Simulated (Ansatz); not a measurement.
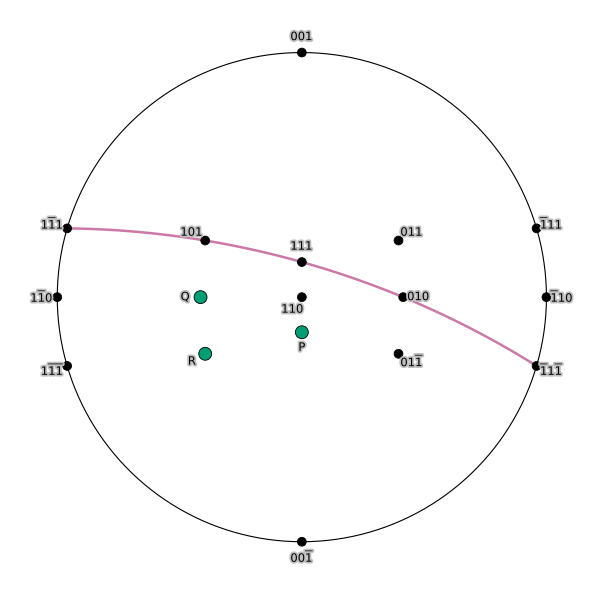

Crystal: SiO₂, coordinates from a relaxation with DFT, PBEsol, plane waves, PAW in Ansatz; the starting structure was generated, so it need not be a known form of this composition. Stereographic projection of plane normals (upper hemisphere) centred on (1 1 0). Geometry calculated from the standardised cell; symmetry tolerance 0.002 Å.

a = 3.501 Å, b = 3.501 Å, c = 8.449 Å, α = 90.00°, β = 90.00°, γ = 90.00°.

Index the poles marked P, Q, R.

Answer. P is (1 1 −1), 16.3° from the centre; Q is (1 0 0), 45.0° from the centre; R is (1 0 −1), 49.2° from the centre.

Which zone does the coloured great circle trace?

Answer. The zone [1 0 −1]: its poles satisfy h − l = 0.

What is the angle between the normals of (1 0 0) and (0 0 −1), and what are their d_hkl = 1/|g|?

Answer. 90.0°; d = 3.501 Å and 8.449 Å.
